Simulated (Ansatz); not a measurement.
Consider Pd.

Input file:

```
crystal:
  lattice:
    - [-3.4101322833, 3.4038216023, 1.3783617238]
    - [3.4038216023, -3.4101322833, 1.3783617238]
    - [1.7458968644, 1.7458968644, -1.3899197476]
  atoms:
    - { symbol: Pd, position: [0.9998773009, 0.0001226991, 1.0], spin: 0.5 }
    - { symbol: Pd, position: [0.7501226991, 0.2498773009, 0.5], spin: 0.5 }
hamiltonian:
  xc: mr2scan
  pseudopotentials:
    kind: paw
    azcp:
      Pd: "pseudopotentials/Pd.paw.azcp"
basis:
  ecutwfc: 500
  fft_grid_basis: typed
kpoints:
  mp_grid: { grid: [15, 15, 15], shift: [0, 0, 0] }
magnetization:
  spin_polarized: true
scf:
  occupations: { method: fermi_dirac, width: 0.05 }
  lower_state_search: "off"
output:
  stress: true
  write_density: true
  write_potential: true
  elf: true
  volumetric_format: npy
```

Command:

```sh
ansatz run input.yaml --threads 2 --pin off --max-ram 5120MiB --backend cpu --events-out ev --progress --plain --runs-dir out
```

Below, planes, directions and counts refer to the conventional cell (a = 2.76 Å, b = 9.64 Å, c = 2.81 Å, α = 90.00°, β = 118.87°, γ = 90.00°).

Space group C2/c; set up as Pd, beta-Sn type; a generated structure, not necessarily the stable one; changed on purpose from its base cell (volume × 1.08); computed pressure about −11 GPa in this cell; the program warned that a starting moment wasn't kept; spin-polarised, but the moments vanished.

Method: DFT, m-r2SCAN, plane waves (500 eV) with PAW, scalar-relativistic (Ansatz).

Q: What can the converged valence pseudo-density and electron localisation function tell about the bonding?

A: Pd–Pd (2.76 Å): ρ is about 0.28 e/Å³ halfway; the ELF is about 0.20 at the midpoint; no shared electron pair shows on this line.

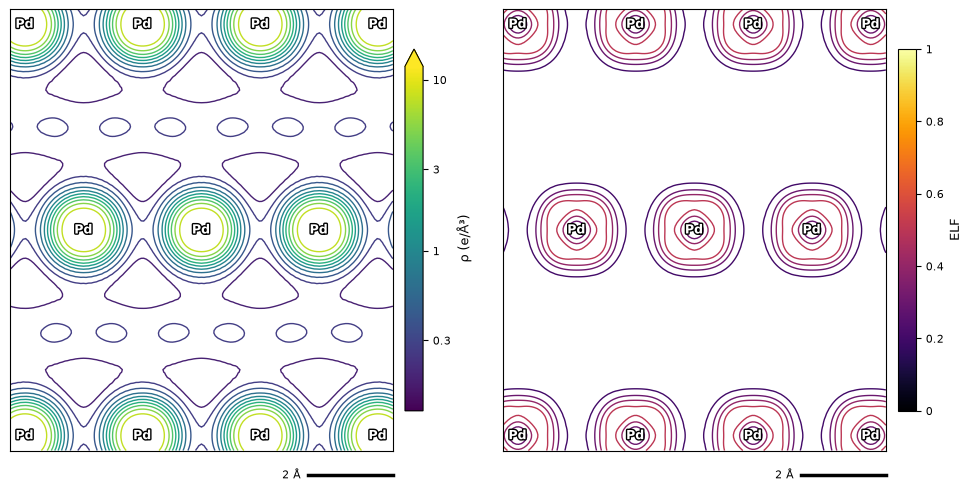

Computed valence pseudo-density and electron localisation function on the (001) plane of the conventional cell, in this order. 

The density is the valence pseudo-density of a PAW calculation; it isn't the true density close to the nuclei.
